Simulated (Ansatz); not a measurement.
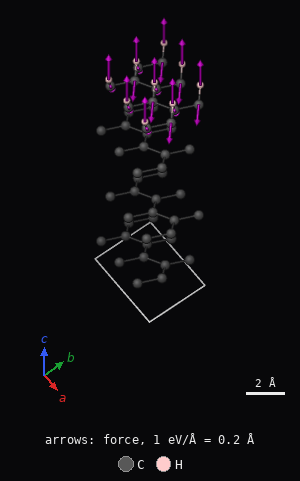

Starting geometry of a slab of composition HC₈ (cut from the Fmmm phase) with the computed forces as purple arrows. Style: ball-and-stick. Shown: the 3 × 2 repeat of the cell, outlined in the plane, without the vacuum, from a free direction.

Case: H put at a bridge C-C site. The slab is the (0 0 1) face of C with H on it. 4 atoms are held fixed.

The calculation used Ansatz, DFT PBE+D3(BJ), scalar-relativistic, plane waves, PAW. (plane-wave cutoff 420 eV; k-point mesh 12 × 12 × 1; occupations gaussian; smearing width 0.1 eV; no spin polarisation; dipole correction; atoms relaxed in a fixed cell; force threshold 0.03 eV/Å; at most 70 steps)

Question: What follows when this structure is relaxed?

Answer: It isn't relaxed: the largest force vector, on the H atom, is 7.91 eV/Å. The final displacements follow the starting forces only in part (cosine between the two patterns 0.84). The largest move is that of the H atom, 0.23 Å along the normal (+c). Largest moves by element: H 0.23 Å, C 0.14 Å. The cell stays as it was. Some distances before and after: C–H 1.071 → 1.376 Å, C–C 1.423 → 1.444 Å, C–C 1.423 → 1.413 Å. Among the angles between lasting bonds that change: C–H–C 83.3° → 63.3°, C–C–H 109.4° → 104.9°. Over 5 geometry steps the energy falls by 1.090 eV per cell of the calculation. The largest force component goes from 7.9 to 0.019 eV/Å. The run took 3.2 min on 2 threads of Intel(R) Xeon(R) Processor @ 2.50GHz (Skylake/Cascade Lake) (shared host), peak memory 0.57 GiB.

Limits of the set-up: the periodic images lie only 2.5 Å apart, so the values are limited by the cell's size.
